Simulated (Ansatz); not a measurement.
TiO2: single-point calculation

System: TiO2 (slab, 15 atoms in the cell).
Method: DFT r2SCAN, scalar-relativistic, plane waves, PAW, no spin polarisation (Ansatz 0.2.0).

The structure derives from an entry of the Crystallography Open Database. Figures and captions count atoms from 1; the log counts them from 0 in places.

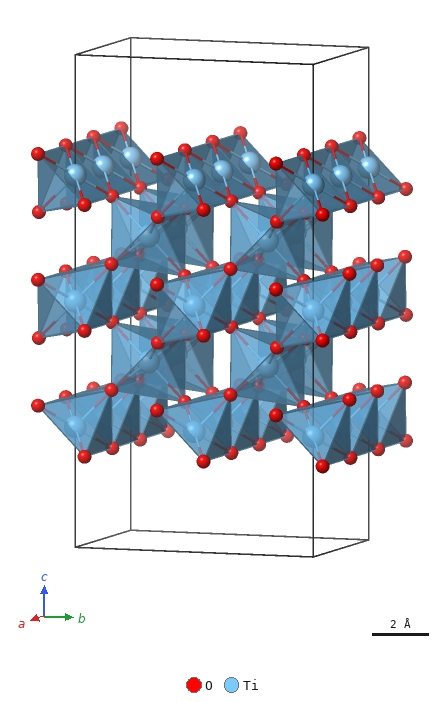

Figure 1. The input geometry (polyhedral view of the 2 × 2 repeat of the cell, with the vacuum cut short, seen slightly off an axis; polyhedra are completed across the faces of the cell).

**Input file**
```yaml
crystal:
  lattice:
    - [2.9535430805, 0.0, 0.0]
    - [0.0, 4.5969450471, 0.0]
    - [0.0, 0.0, 25.9900870575]
  atoms:
    - { symbol: O, position: [0.5, 0.1953685486, 0.2885715613] }
    - { symbol: Ti, position: [0.0, 0.0, 0.3231269854] }
    - { symbol: O, position: [0.5, 0.8046314514, 0.3576824096] }
    - { symbol: O, position: [0.0, 0.3046314514, 0.3770080686] }
    - { symbol: Ti, position: [0.5, 0.5, 0.4115634927] }
    - { symbol: O, position: [0.0, 0.6953685486, 0.4461189168] }
    - { symbol: O, position: [0.5, 0.1953685486, 0.4654445759] }
    - { symbol: Ti, position: [0.0, 0.0, 0.5] }
    - { symbol: O, position: [0.5, 0.8046314514, 0.5345554241] }
    - { symbol: O, position: [0.0, 0.3046314514, 0.5538810832] }
    - { symbol: Ti, position: [0.5, 0.5, 0.5884365073] }
    - { symbol: O, position: [0.0, 0.6953685486, 0.6229919314] }
    - { symbol: O, position: [0.5, 0.1953685486, 0.6423175904] }
    - { symbol: Ti, position: [0.0, 0.0, 0.6768730146] }
    - { symbol: O, position: [0.5, 0.8046314514, 0.7114284387] }
basis:
  ecutwfc: 500
kpoints:
  mp_grid: { grid: [9, 6, 1] }
hamiltonian:
  xc: r2scan
scf:
  occupations: { method: gaussian, width: 0.05 }
output:
  forces: true
  stress: true
  eigenvalues: true
efield:
  axis: 3
  dipole_correction: true
```

Run on 2 threads of Arm Neoverse V2, 24 GiB of memory available, shared host.

Launch command:
```bash
ansatz run input.yaml --threads 2 --pin off --max-ram 5120MiB --backend cpu --events-out ev --progress --plain --runs-dir out
```

**What the program printed**
```
Engine: ansatz 0.2.0, aarch64-unknown-linux-gnu
Pseudopotentials: kind: paw
Pseudopotential: O, paw, valence charge 6, recommended cutoff 500 eV (meta_gga), O.paw.azcp
Pseudopotential: Ti, paw, valence charge 12, recommended cutoff 500 eV (meta_gga), Ti.paw.azcp
Functional definition: r2SCAN
  parameter k0 = 0.174
  parameter k1 = 0.065
  parameter a1 = 4.9479
  exchange = r2scan_x(k0 = k0, k1 = k1, a1 = a1)
  correlation = r2scan_c
Crystal: 15 atoms, lattice volume = 352.875 Å³
Basis set: ecut = 500 eV, 8985 PW (Γ), exchange–correlation on 96×144×768 points (64 copies of the dense FFT grid, shifted against one another)
Bands: 75, of which v1, the nominal top of the filled ones, is band 60 counted from 1 (59 counted from 0)
Symmetry: 2 space group operations
k-points: 20 of 54 (time reversal used)
Non-local potential: O, projectors of the file, l = 0: 2, l = 1: 2, l = 2: 1
Non-local potential: Ti, projectors of the file, l = 0: 3, l = 1: 2, l = 2: 3, l = 3: 1
PAW form: soft (Blöchl's): semilocal exchange-correlation on the pseudo side does not see the compensation charge
PAW frozen core: O, regenerated for the run's functional (the file was generated under x = pbe(κ = 0.804, μ = 0.2195149727645171), c = pbe(β = 0.06672455060314922))
PAW frozen core: Ti, regenerated for the run's functional (the file was generated under x = pbe(κ = 0.804, μ = 0.2195149727645171), c = pbe(β = 0.06672455060314922))
PAW one-centre angular grid: O, 302 points (default); XC on 160 Gauss nodes
PAW one-centre angular grid: Ti, 590 points (default); XC on 160 Gauss nodes
Initial density: superposition of atomic densities (neutral atoms: chi_scale 0, normalization atom), corrected by the library's trained network
Initial wavefunctions: pseudopotential atomic-orbital guess
Functional: x = r2scan, c = r2scan; τ floored in thin density (d = 2e-4 eV/Å³)
SCF iter   1: F=—  HF=-18228.449610 eV  |F-HF|=—  |Δ(HF+E_count)|=         —  Δρ=2.03e-2  dr2=1.81e0  dr2_τ=9.50e-1  ethr=1.77e-3  p=0.000 e·Å  D=1.03e-13 V/Å  ΔV_dip=-0.00 eV  dr2_dipole=3.82e-11  V_vac-E_F(+/−)=6.34/6.34 eV  ⟨swp⟩=6.5  Hψ=6382  notcnv=0
efield: sawtooth ramp at fractional position 0.9500 (placed from the atoms, in the widest stretch of the axis that holds none; the zero of the levels goes with the place), width 0.1000; the density the first Hamiltonian is built on has a dipole p = 0.000 e·Å; the dipole correction subtracts the counter field D = 1.03e-13 V/Å, which shifts the + side's vacuum level by -0.00 eV against the − side's; the planar-averaged density in the ramp window peaks in size at 8.6e-6 e/Å³
preconditioner: auto → Resta (q_TF=auto, 2.279 Å⁻¹)  ε∞=3.9  [insulator: Δε(μ)=2.938 eV  Ē_g=10.338 eV  σ=0.050 eV  W_gap=1.00  n_scr=62 (ndim 8)  ℏωp=17.7 eV  f_vac=0.523  D(μ)=0.00/eV (n_scr^D=0)  ε∞_Penn≈3.9  vacuum switching on, ρ_ref=7.8e-3 e/Å³]
SCF iter   2: F=—  HF=-18228.564374 eV  |F-HF|=—  |Δ(HF+E_count)|=   1.15e-1  Δρ=1.73e-2  dr2=9.42e-1  dr2_τ=1.77e-1  ethr=1.51e-3  p=-0.000 e·Å  D=-8.49e-7 V/Å  ΔV_dip=0.00 eV  dr2_dipole=9.71e-10  V_vac-E_F(+/−)=6.67/6.67 eV  ⟨swp⟩=3.1  Hψ=3016  notcnv=0  defer=172
SCF iter   3: F=—  HF=-18228.434624 eV  |F-HF|=—  |Δ(HF+E_count)|=   1.30e-1  Δρ=3.61e-3  dr2=4.48e-2  dr2_τ=3.87e-3  ethr=7.85e-4  p=0.000 e·Å  D=1.51e-6 V/Å  ΔV_dip=-0.00 eV  dr2_dipole=5.45e-13  V_vac-E_F(+/−)=6.59/6.59 eV  ⟨swp⟩=2.2  Hψ=2100  notcnv=0  defer=172
SCF iter   4: F=—  HF=-18228.431412 eV  |F-HF|=—  |Δ(HF+E_count)|=   3.21e-3  Δρ=1.91e-3  dr2=8.67e-3  dr2_τ=1.45e-3  ethr=3.73e-5  p=0.000 e·Å  D=1.20e-6 V/Å  ΔV_dip=-0.00 eV  dr2_dipole=2.07e-11  V_vac-E_F(+/−)=6.67/6.67 eV  ⟨swp⟩=2.2  Hψ=2500  notcnv=0  defer=175
SCF iter   5: F=—  HF=-18228.432424 eV  |F-HF|=—  |Δ(HF+E_count)|=   1.01e-3  Δρ=7.26e-4  dr2=1.64e-3  dr2_τ=1.82e-4  ethr=7.22e-6  p=-0.000 e·Å  D=-5.41e-8 V/Å  ΔV_dip=0.00 eV  dr2_dipole=6.76e-13  V_vac-E_F(+/−)=6.69/6.69 eV  ⟨swp⟩=2.0  Hψ=1963  notcnv=0  defer=175
SCF iter   6: F=—  HF=-18228.432534 eV  |F-HF|=—  |Δ(HF+E_count)|=   1.10e-4  Δρ=2.75e-4  dr2=3.33e-4  dr2_τ=2.03e-5  ethr=1.37e-6  p=0.000 e·Å  D=1.22e-7 V/Å  ΔV_dip=-0.00 eV  dr2_dipole=4.31e-15  V_vac-E_F(+/−)=6.67/6.67 eV  ⟨swp⟩=3.1  Hψ=2958  notcnv=0  defer=175
SCF iter   7: F=—  HF=-18228.432525 eV  |F-HF|=—  |Δ(HF+E_count)|=   9.16e-6  Δρ=1.16e-4  dr2=6.11e-5  dr2_τ=2.82e-6  ethr=2.77e-7  p=0.000 e·Å  D=1.26e-7 V/Å  ΔV_dip=-0.00 eV  dr2_dipole=9.58e-13  V_vac-E_F(+/−)=6.66/6.66 eV  ⟨swp⟩=2.0  Hψ=1919  notcnv=0  defer=175
SCF iter   8: F=—  HF=-18228.432802 eV  |F-HF|=—  |Δ(HF+E_count)|=   2.77e-4  Δρ=2.54e-5  dr2=2.60e-6  dr2_τ=2.37e-7  ethr=5.09e-8  p=-0.000 e·Å  D=-7.44e-8 V/Å  ΔV_dip=0.00 eV  dr2_dipole=7.59e-13  V_vac-E_F(+/−)=6.66/6.66 eV  ⟨swp⟩=2.0  Hψ=1923  notcnv=0  defer=175
SCF iter   9: F=—  HF=-18228.432804 eV  |F-HF|=—  |Δ(HF+E_count)|=   2.44e-6  Δρ=1.68e-5  dr2=1.40e-6  dr2_τ=7.28e-8  ethr=2.17e-9  p=0.000 e·Å  D=1.10e-7 V/Å  ΔV_dip=-0.00 eV  dr2_dipole=2.36e-12  V_vac-E_F(+/−)=6.66/6.66 eV  ⟨swp⟩=2.1  Hψ=2172  notcnv=0  defer=175
SCF iter  10: F=—  HF=-18228.432805 eV  |F-HF|=—  |Δ(HF+E_count)|=   1.24e-7  Δρ=5.33e-6  dr2=1.45e-7  dr2_τ=1.20e-8  ethr=1.17e-9  p=-0.000 e·Å  D=-1.63e-7 V/Å  ΔV_dip=0.00 eV  dr2_dipole=3.99e-12  V_vac-E_F(+/−)=6.66/6.66 eV  ⟨swp⟩=2.0  Hψ=1933  notcnv=0  defer=175
SCF iter  11: F=-18228.432805 eV  HF=-18228.432805 eV  |F-HF|=1.74e-9  |Δ(HF+E_count)|=   5.23e-8  Δρ=2.68e-6  dr2=3.34e-8  dr2_τ=3.06e-9  ethr=8.33e-11  p=0.000 e·Å  D=2.15e-7 V/Å  ΔV_dip=-0.00 eV  dr2_dipole=5.96e-12  V_vac-E_F(+/−)=6.66/6.66 eV  ⟨swp⟩=12.7  Hψ=7102  notcnv=0
SCF 1 converged in 11 iterations: F = -18228.432805 eV  dr2 = 3.34e-8
  greatest PAW one-centre occupation: 1.000 electrons in one spin orbital (limit 2), on the Ti atom at site 10 (counted from 0), in its partial waves of l = 0
```

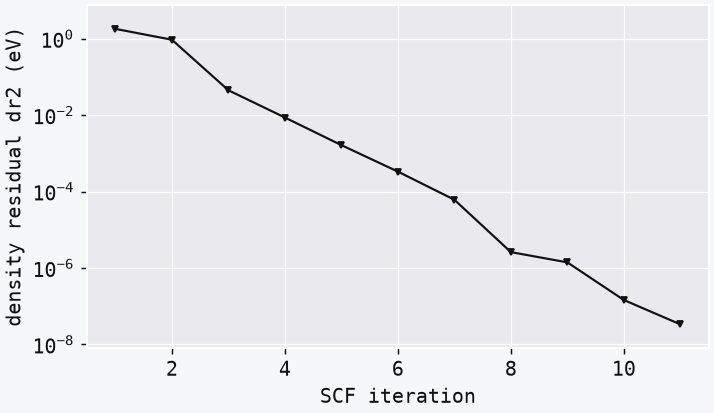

Figure 2. Convergence of the self-consistent field: density residual dr2 against the SCF iteration. The residual falls at every step.

```
SCF converged after 11 iterations
Free energy (F): -18228.432805 eV
Harris-Foulkes:  -18228.432805 eV  (|F-HF|=1.74e-9)
Internal energy: -18228.432805 eV  (E = F + TS)
E sigma→0 (E₀):  -18228.432805 eV
Fermi energy:    0.683100 eV
Dipole field:    D = -0.000002 V/Å  (p = -0.000004 e·Å, saw-weighted, corrected)
Work function:   Φ+ = 6.6597 eV   Φ− = 6.6596 eV
Levels:          The Fermi level and band energies are counted from a zero that moves with the ramp; work functions are not
--- Per-component energies (eV) ---
  E_band       = -2175.002059
  E_kinetic    = 3116.841996
  E_local      = -136798.981668  (includes V_loc(G=0)·N_el)
  E_nonlocal   = 481.493799
  E_hartree    = 66941.606864
  E_xc         = -1203.029040
  E_vxc        = -1728.865971  (∫ρ·V_xc dr)
  E_paw        = -6867.554406  (= ΣΔE_a)
  E_vpaw       = -1243.997947  (= ΣTr[D̂ρ^β])
  E_aug_tail   = 0.011625  (compensation charges beyond the density's cutoff)
  E_vtau       = 115.307784  (kinetic-family band-sum trace: ∫τ·v_τ [+ j·A + Jᵃ·Aᵃ] dr)
  E_efield     = 0.000000  (sawtooth field / dipole correction)
  E_vefield    = 0.000000  (∫n·V_field dr)
  E_ewald      = 56102.764720
  E_core_change = -1.586695  (= ΣΔE_core)
  E_smearing   = -0.000000  (= −TS)
  E_closure    = -0.000000  (closes the sum)
  Σ components = -18228.432805   (vs F -18228.432805, Δ=0.00e0)
--- Forces (eV/Å), atoms counted from 1 ---
  atom   1  O      0.00000000    -2.39876360     1.06467994
  atom   2  Ti     0.00000000     4.02239333    -0.58642617
  atom   3  O      0.00000000    -1.15077611    -0.07439433
  atom   4  O      0.00000000    -0.47155626    -0.32762477
  atom   5  Ti     0.00000000     0.09844912    -0.04959592
  atom   6  O      0.00000000    -0.07206830    -0.07567150
  atom   7  O      0.00000000    -0.03546085     0.03504011
  atom   8  Ti     0.00000000     0.00000018    -0.00000080
  atom   9  O      0.00000000     0.03546042    -0.03503933
  atom  10  O      0.00000000     0.07206822     0.07567171
  atom  11  Ti     0.00000000    -0.09844859     0.04959429
  atom  12  O      0.00000000     0.47155451     0.32762385
  atom  13  O      0.00000000     1.15077512     0.07439599
  atom  14  Ti     0.00000000    -4.02239358     0.58642063
  atom  15  O      0.00000000     2.39876089    -1.06467659
  max |Σ_I F_I| component: 5.50e-6 eV/Å
--- Stress (GPa, compression-positive) ---
       -3.482827       0.000000       0.000000
        0.000000      -2.159004       0.327810
        0.000000       0.327810      -1.492352
  P = ⅓ Tr σ = -2.3781 GPa (-23.781 kbar)
--- Band table (eV; the first three rows and the last of 20) ---
  k-point 0: bands = ["-59.5304", "-59.5218", "-59.5174", "-59.2580", "-59.2580", "-34.7728", "-34.7610", "-34.7399", "-34.6568", "-34.6420", "-34.6236", "-34.5602", "-34.5521", "-34.5417", "-34.5401", "-34.5324", "-34.3861", "-34.3858", "-34.1647", "-34.1647", "-19.4969", "-19.1367", "-18.6645", "-18.3837", "-18.3442", "-17.9101", "-17.8641", "-17.7809", "-16.7465", "-16.7424", "-6.0178", "-5.7085", "-5.5831", "-5.1672", "-4.9835", "-4.8393", "-4.4252", "-4.3242", "-4.2950", "-4.2923", "-3.8141", "-3.8136", "-3.4562", "-3.2735", "-3.2017", "-3.0888", "-2.3577", "-2.0669", "-2.0106", "-1.6955", "-1.5593", "-1.5477", "-1.3173", "-1.2987", "-0.9402", "-0.9200", "-0.8609", "-0.8476", "-0.5664", "-0.5429", "1.9379", "2.2580", "2.3417", "2.5858", "2.5898", "2.6440", "2.8206", "2.9065", "2.9158", "2.9403", "2.9745", "3.1099", "3.6751", "3.8999", "3.9845"]
  k-point 1: bands = ["-59.5296", "-59.5218", "-59.5181", "-59.2580", "-59.2580", "-34.7753", "-34.7631", "-34.7406", "-34.6574", "-34.6410", "-34.6227", "-34.5586", "-34.5521", "-34.5413", "-34.5396", "-34.5339", "-34.3859", "-34.3855", "-34.1647", "-34.1647", "-19.4155", "-19.1032", "-18.6943", "-18.3892", "-18.3688", "-17.9424", "-17.8491", "-17.8279", "-16.7514", "-16.7494", "-5.9600", "-5.7791", "-5.5313", "-5.0636", "-4.9196", "-4.8265", "-4.3388", "-4.3374", "-4.3034", "-4.2971", "-3.8214", "-3.8160", "-3.4140", "-3.3136", "-3.0684", "-2.9510", "-2.3160", "-2.0627", "-2.0143", "-1.8587", "-1.6899", "-1.5778", "-1.4511", "-1.3174", "-1.1086", "-0.9422", "-0.9101", "-0.9093", "-0.6858", "-0.6178", "1.9510", "2.1844", "2.3485", "2.5931", "2.6482", "2.7513", "2.8159", "2.9027", "2.9134", "2.9215", "2.9722", "3.2171", "3.7122", "3.9619", "4.0473"]
  k-point 2: bands = ["-59.5275", "-59.5217", "-59.5201", "-59.2580", "-59.2580", "-34.7802", "-34.7672", "-34.7420", "-34.6586", "-34.6390", "-34.6210", "-34.5547", "-34.5519", "-34.5406", "-34.5386", "-34.5376", "-34.3854", "-34.3850", "-34.1648", "-34.1648", "-19.1958", "-19.0205", "-18.7663", "-18.4755", "-18.4418", "-17.9679", "-17.8921", "-17.8476", "-16.7628", "-16.7623", "-5.9003", "-5.8140", "-5.5374", "-5.0116", "-4.8482", "-4.4207", "-4.3648", "-4.3248", "-4.3058", "-3.9780", "-3.8319", "-3.8233", "-3.3443", "-3.2277", "-2.9628", "-2.7174", "-2.4706", "-2.2735", "-2.1796", "-1.9280", "-1.9024", "-1.7754", "-1.7016", "-1.4217", "-1.2260", "-0.9848", "-0.9702", "-0.9557", "-0.9309", "-0.7771", "1.9278", "2.1709", "2.2945", "2.5998", "2.6561", "2.8157", "2.8507", "2.9038", "2.9076", "2.9743", "3.1479", "3.4531", "3.7764", "3.9520", "4.0254"]
  k-point 19: bands = ["-59.4859", "-59.4817", "-59.4817", "-59.2182", "-59.2182", "-35.0137", "-35.0068", "-34.9987", "-34.6568", "-34.6510", "-34.6412", "-34.6173", "-34.6162", "-34.6092", "-34.5789", "-34.5772", "-34.5167", "-34.5166", "-34.2806", "-34.2806", "-18.5309", "-18.4825", "-18.4173", "-18.2403", "-18.1500", "-18.0299", "-17.9129", "-17.9032", "-16.6832", "-16.6831", "-5.4066", "-5.3917", "-5.2663", "-5.0653", "-4.8333", "-4.7883", "-4.5118", "-4.4635", "-4.2332", "-4.2121", "-3.8816", "-3.6510", "-3.6496", "-3.2225", "-3.2096", "-3.0518", "-2.7174", "-2.6563", "-2.3670", "-2.1185", "-1.9678", "-1.6911", "-1.6421", "-1.3923", "-1.3840", "-1.2618", "-1.1994", "-1.1306", "-0.8560", "-0.8392", "2.0616", "2.0975", "2.3178", "2.4324", "2.5393", "3.1802", "3.1864", "3.2141", "3.3567", "3.3852", "3.5092", "3.5206", "3.6995", "3.7221", "3.8717"]
```

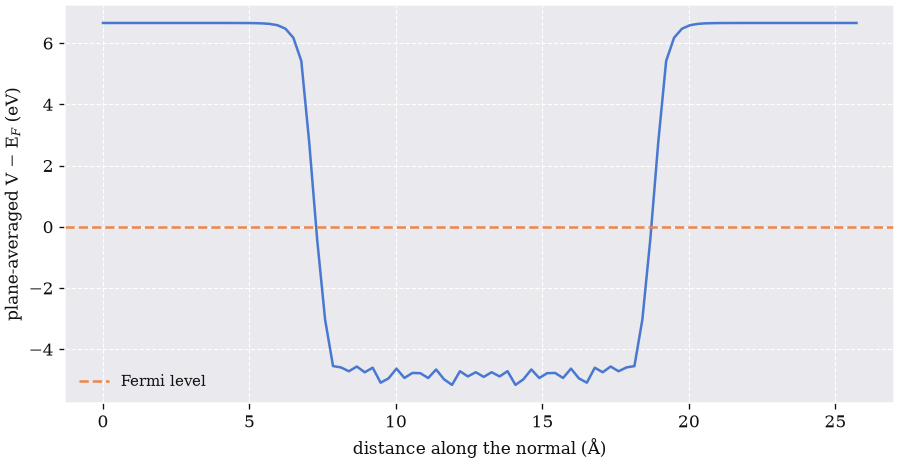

Figure 3. Plane average of the electrostatic potential energy of an electron across the cell, from the Fermi level. The vacuum level lies 6.66 eV above the Fermi level.

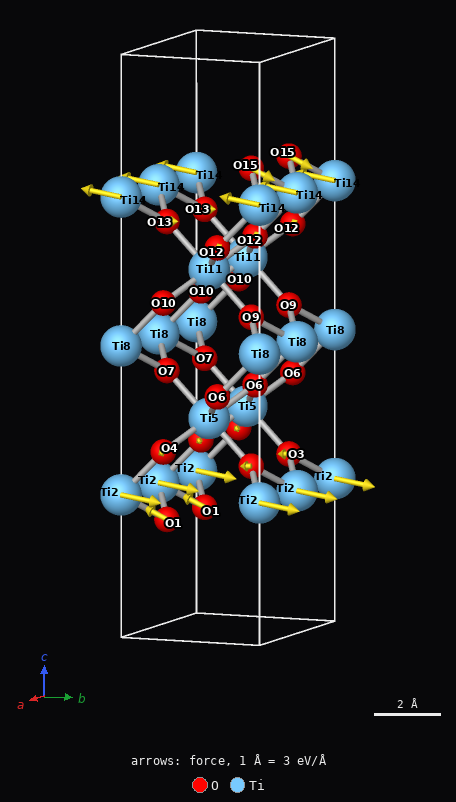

Figure 4. Forces on the atoms as yellow arrows (ball-and-stick view of the 2 × 1 repeat of the cell, with the vacuum cut short, seen slightly off an axis; atoms are numbered from 1 in the order of the input); the smallest are left out. The largest act on Ti2, Ti14 (4.06 eV/Å); O1, O15 (2.62 eV/Å). The geometry is not a stationary point of this energy.

**Key numbers**

| quantity | value |
| --- | --- |
| outcome | converged |
| electrons treated | 120 |
| free energy | −18228.4328 eV |
| work function, top face | 6.66 eV |
| work function, bottom face | 6.66 eV |
| Fermi energy | 0.683 eV |
| gap on the k-point mesh | 2.45 eV |
| work function (upper face) | 6.66 eV |
| largest force (length of the vector) | 4.065 eV/Å |
| wall time | 70 s (CPU time 2.3 min) |
| peak memory | 1.4 GiB |
